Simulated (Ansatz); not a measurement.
## MoS2: geometry relaxation (part 2 of 2)

MoS2 (slab, 3 atoms in the cell); DFT PBE+D3(BJ), scalar-relativistic, plane waves, PAW, no spin polarisation (Ansatz 0.2.0); cutoff 420 eV, 12×12×1 k-mesh, Gaussian smearing of 0.02 eV. The structure derives from an entry of the Crystallography Open Database.

Geometry of the input (Å; fractional positions):
```
3.1492  0.0000  0.0000
-1.5746  2.7273  0.0000
0.0000  0.0000  32.2630
S  0.3333  0.6667  0.4515
Mo 0.6667  0.3333  0.5000
S  0.3333  0.6667  0.5485
```

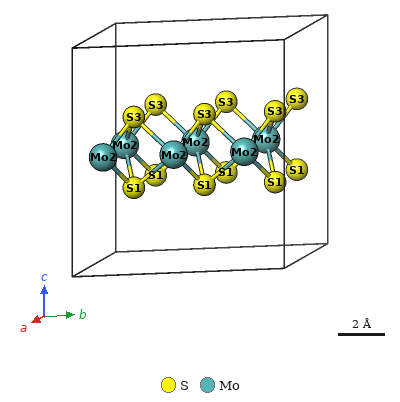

**Figure 1.** The geometry at step 3 of the log (ball-and-stick view of the 2 × 3 repeat of the cell, with the vacuum cut short, seen slightly off an axis; atoms are numbered from 1 in the order of the input).

```
basis re-selected at this cell: Δ(F+E_penalty+E_count) = -1.895e-5 eV, ΔP = -0.000 N/m vs the last step (what re-selecting the basis moved, of the pressure what is left beyond the Pulay correction that the steps carried, after the strain that the cell walked since its last selection, with what the two solves' SCF thresholds leave and, on support functions, any second-order correction that the steps lacked; it is no measure of the basis error at this ecutwfc). This SCF's stress stands 8.33e-3 N/m from its target on what of the cell is left free (relax.cell.stress_2d_tol is 2.00e-2 N/m) and its largest allowed force component is 3.09e-3 eV/Å (relax.f_tol is 5.00e-3 eV/Å): within both
SCF converged after 7 iterations
Free energy (F): -6763.764187 eV
Harris-Foulkes:  -6763.764187 eV  (|F-HF|=2.31e-9)
Internal energy: -6763.764187 eV  (E = F + TS)
E sigma→0 (E₀):  -6763.764187 eV
Fermi energy:    -5.033262 eV
--- Per-component energies (eV) ---
  E_band       = -575.845661
  E_kinetic    = 656.247521
  E_local      = -48887.788591  (includes V_loc(G=0)·N_el)
  E_nonlocal   = 199.139628
  E_hartree    = 24007.474172
  E_xc         = -378.540505
  E_vxc        = -405.025845  (∫ρ·V_xc dr)
  E_paw        = -4401.551124  (= ΣΔE_a)
  E_vpaw       = -153.366721  (= ΣTr[D̂ρ^β])
  E_aug_tail   = 0.000039  (compensation charges beyond the density's cutoff)
  E_ewald      = 22042.211828
  E_disp       = -0.957155  (pairwise vdW)
  E_smearing   = -0.000000  (= −TS)
  E_closure    = -0.000000  (closes the sum)
  Σ components = -6763.764187   (vs F -6763.764187, Δ=0.00e0)
--- Forces (eV/Å), atoms counted from 1 ---
  atom   1  S     -0.00000000     0.00000000    -0.00308532
  atom   2  Mo     0.00000000    -0.00000000     0.00000000
  atom   3  S     -0.00000000     0.00000000     0.00308532
  max |Σ_I F_I| component: 2.78e-17 eV/Å
--- 2D stress c σ (N/m, compression-positive) ---
       -0.008333       0.000000       0.000000
       -0.000000      -0.008333       0.000000
        0.000000       0.000000       0.000000
  P = ½ c Tr σ = -0.0083 N/m
--- Band table (eV; the first three rows and the last of 19) ---
  k-point 0: bands = ["-66.7558", "-40.9127", "-40.6722", "-40.6722", "-20.0903", "-18.7802", "-11.6008", "-8.4959", "-8.4959", "-7.7721", "-7.3705", "-7.3705", "-6.0008", "-3.0818", "-3.0818", "-2.8448", "-2.8448"]
  k-point 1: bands = ["-66.7530", "-40.9072", "-40.7002", "-40.6786", "-19.9840", "-18.7359", "-11.4797", "-8.7309", "-8.3848", "-8.2250", "-7.5392", "-7.0822", "-6.0442", "-3.2205", "-3.1415", "-2.9641", "-2.8990"]
  k-point 2: bands = ["-66.7453", "-40.8921", "-40.7761", "-40.6959", "-19.6815", "-18.6101", "-11.1756", "-9.2694", "-8.8749", "-8.0756", "-7.9356", "-7.0101", "-6.2583", "-3.6119", "-3.2797", "-3.2395", "-2.4831"]
  k-point 18: bands = ["-66.7084", "-40.9779", "-40.9320", "-40.8195", "-17.8531", "-17.8211", "-11.4041", "-10.5693", "-10.0372", "-9.4719", "-8.8375", "-8.1188", "-5.9212", "-4.1454", "-2.8836", "-2.3046", "-0.9179"]
--- Relaxed structure (3 steps of the walk, 3 accepted, 1 SCFs on fresh bases) ---
  F+E_penalty+E_count = -6763.76418730 eV   max|allowed force component| = 3.085e-3 eV/Å   (the final SCF, on the basis selected at the relaxed cell)
  cell:  # Å, volume = 277.9867 Å³
    - [3.154236044223928, 2.891403758996535e-11, 0.0]
    - [-1.5771180221370042, 2.731648543816001, 0.0]
    - [0.0, 0.0, 32.2630185773]
  atoms:
    - { symbol: S, position: [0.3333333333333334, 0.6666666666666667, 0.4514239523078415] }
    - { symbol: Mo, position: [0.6666666666666666, 0.3333333333333333, 0.5000000000000001] }
    - { symbol: S, position: [0.3333333333333334, 0.6666666666666667, 0.5485760476921588] }
```

Trajectory as extended XYZ (Å, eV, eV/Å), 4 frames, from step=1 to step=4
```
3
Lattice="3.1492 0.0000 0.0000 -1.5746 2.7273 0.0000 0.0000 0.0000 32.2630" Properties=species:S:1:pos:R:3:forces:R:3 step=1 energy=-6763.76376
S     0.0000    1.8182   14.5658    0.0000   0.0000  -0.0637
Mo    1.5746    0.9091   16.1315    0.0000   0.0000   0.0000
S     0.0000    1.8182   17.6973    0.0000   0.0000   0.0637
3
Lattice="3.1540 0.0000 0.0000 -1.5770 2.7314 0.0000 0.0000 0.0000 32.2630" Properties=species:S:1:pos:R:3:forces:R:3 step=2 energy=-6763.76417
S     0.0000    1.8209   14.5636    0.0000   0.0000   0.0093
Mo    1.5770    0.9105   16.1315    0.0000   0.0000   0.0000
S     0.0000    1.8209   17.6995    0.0000   0.0000  -0.0093
3
Lattice="3.1542 0.0000 0.0000 -1.5771 2.7316 0.0000 0.0000 0.0000 32.2630" Properties=species:S:1:pos:R:3:forces:R:3 step=3 energy=-6763.76417
S     0.0000    1.8211   14.5643    0.0000   0.0000  -0.0031
Mo    1.5771    0.9105   16.1315    0.0000   0.0000   0.0000
S     0.0000    1.8211   17.6987    0.0000   0.0000   0.0031
3
Lattice="3.1542 0.0000 0.0000 -1.5771 2.7316 0.0000 0.0000 0.0000 32.2630" Properties=species:S:1:pos:R:3:forces:R:3 step=4 energy=-6763.76419
S     0.0000    1.8211   14.5643    0.0000   0.0000  -0.0031
Mo    1.5771    0.9105   16.1315    0.0000   0.0000   0.0000
S     0.0000    1.8211   17.6987    0.0000   0.0000   0.0031
```

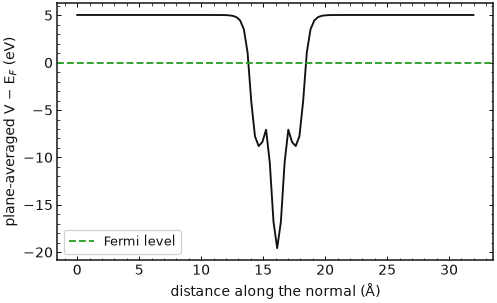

**Figure 2.** Plane average of the electrostatic potential energy of an electron across the cell, from the Fermi level. The vacuum level lies 5.03 eV above the Fermi level.

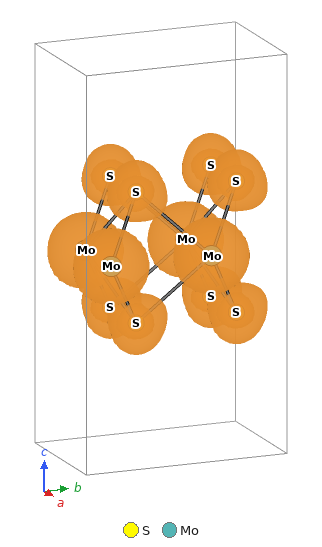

**Figure 3.** Isosurface of the valence charge density (pseudo) at 1 e/Å³ (orange), seen slightly off an axis. Sticks mark near contacts. At this value the density breaks into separate islands; it holds about 45 % of the electrons treated as valence (semicore included). It is pinched off along the Mo–S (2.40 Å) contacts. On the grid the lowest density along these lines, outside the cores, is 0.61 e/Å³ (Mo–S, 2.40 Å). Core electrons are frozen (PAW), so the fields are smoothed inside the atomic spheres.

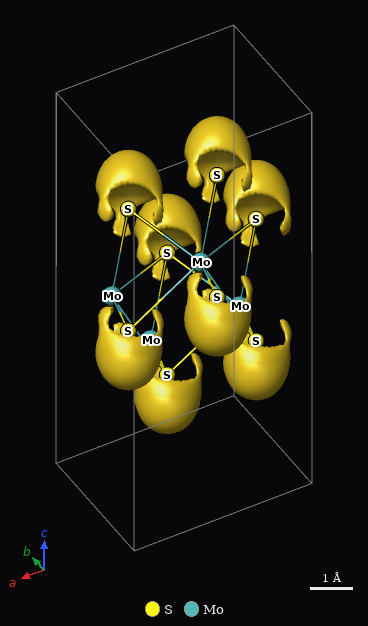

**Figure 4.** Isosurface of the electron localisation function at 0.85 (yellow), seen at an oblique angle. Core shells and regions of very low density are left out. Sticks mark near contacts. Counts are for one cell; the picture repeats the cell along the surface. Along the contacts the grid gives the following. Mo–S (2.40 Å): the ELF is about 0.45 at the midpoint.

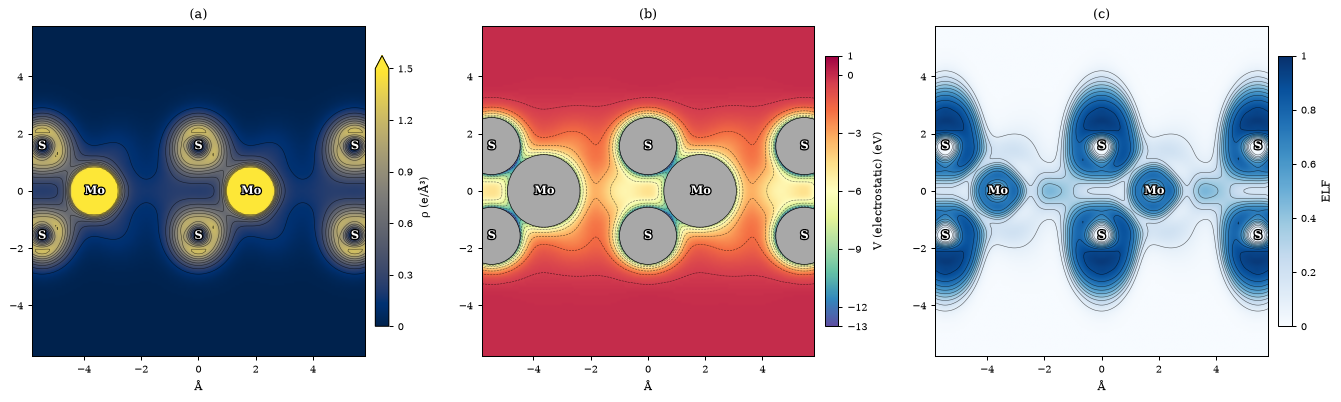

**Figure 5.** (a) valence charge density (pseudo); (b) electrostatic potential (local pseudopotential plus Hartree) felt by an electron; (c) electron localisation function on the (110) plane of the calculation cell, a cut from vacuum to vacuum. Grey discs, where drawn, cover atomic cores. Atoms in the plane: S and Mo. Mo–S (2.40 Å): the density is about 0.61 e/Å³ at the midpoint; the ELF is about 0.45 at the midpoint. The density dies away to nearly zero in the vacuum. The strong features right at Mo lie inside the PAW spheres (semicore, d or f shells) and say nothing about bonding.

Key numbers

| quantity | value |
| --- | --- |
| outcome | converged |
| electrons treated | 26 |
| free energy | −6763.7642 eV |
| work function, top face | 5.03 eV |
| work function, bottom face | 5.03 eV |
| Fermi energy | −5.033 eV |
| gap on the k-point mesh | 1.78 eV |
| final volume | 277.99 Å³ |
| work function (upper face) | 5.03 eV |
| largest force (length of the vector) at the end | 0.003 eV/Å |
| hardware | 1 thread of Intel Xeon @ 2.90GHz (Ice Lake), 192 GiB of memory available, shared host |
| wall time | 42 s |
| peak memory | 0.53 GiB |
